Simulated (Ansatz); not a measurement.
Cell and atoms:

```yaml
crystal:
  lattice:
    - [12.28047, 0.00000, 0.00000]
    - [0.00000, 3.04757, 0.00000]
    - [-1.38413, 0.00000, 5.65035]
  atoms:
    - { symbol: Ga, position: [0.34116, 0.00000, 0.68527] }
    - { symbol: Ga, position: [0.15884, 0.50000, 0.31473] }
    - { symbol: Ga, position: [0.40953, 0.50000, 0.20521] }
    - { symbol: Ga, position: [0.09047, 0.00000, 0.79479] }
    - { symbol: O, position: [0.00353, 0.50000, 0.74334] }
    - { symbol: O, position: [0.49647, 0.00000, 0.25666] }
    - { symbol: O, position: [0.32663, 0.50000, 0.43677] }
    - { symbol: O, position: [0.17337, 0.00000, 0.56323] }
    - { symbol: O, position: [0.16450, 0.00000, 0.10915] }
    - { symbol: O, position: [0.33550, 0.50000, 0.89085] }
    - { symbol: Ga, position: [0.84116, 0.50000, 0.68527] }
    - { symbol: Ga, position: [0.65884, 0.00000, 0.31473] }
    - { symbol: Ga, position: [0.90953, 0.00000, 0.20521] }
    - { symbol: Ga, position: [0.59047, 0.50000, 0.79479] }
    - { symbol: O, position: [0.50353, 0.00000, 0.74334] }
    - { symbol: O, position: [0.99647, 0.50000, 0.25666] }
    - { symbol: O, position: [0.82663, 0.00000, 0.43677] }
    - { symbol: O, position: [0.67337, 0.50000, 0.56323] }
    - { symbol: O, position: [0.66450, 0.50000, 0.10915] }
    - { symbol: O, position: [0.83550, 0.00000, 0.89085] }
```

### Interpret the file: composition, symmetry and coordination.

It has the composition Ga2O3. The lattice is base-centred monoclinic and the space group C2/m (No. 12). Counting shared atoms by their share gives 8 Ga, 12 O, or 20 atoms. Ga takes two kinds of site: 4i with six O in a distorted octahedral arrangement at 1.94 to 2.08 Å; 4i with four O in a distorted tetrahedral arrangement at 1.84 to 1.87 Å. O takes three kinds of site: 4i with three Ga in a distorted trigonal planar arrangement at 1.84 to 1.94 Å; 4i with four Ga in a distorted tetrahedral arrangement at 1.87 to 2.08 Å; 4i with three Ga at 1.84 to 1.95 Å. The bonds build a three-dimensional framework.

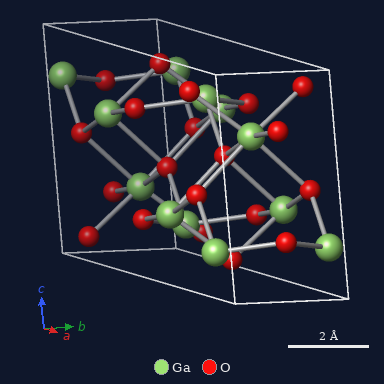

A ball-and-stick rendering, viewed slightly off an axis. Atoms at the boundary of the conventional unit cell (the box) are drawn once for each face, edge or corner they touch. Colours: gallium green, oxygen red.

Source of the structure: a structure listed in the Materials Project. Earlier steps of the study, as a rule a relaxation of our own, may have changed the cell and positions, so they can lie some per cent off the listed ones. A calculation with Ansatz used it as input.

At this level of theory the run's own cell isn't at rest (stretched, at -7 GPa), so its distances can differ from those at equilibrium, the more so the softer the solid.
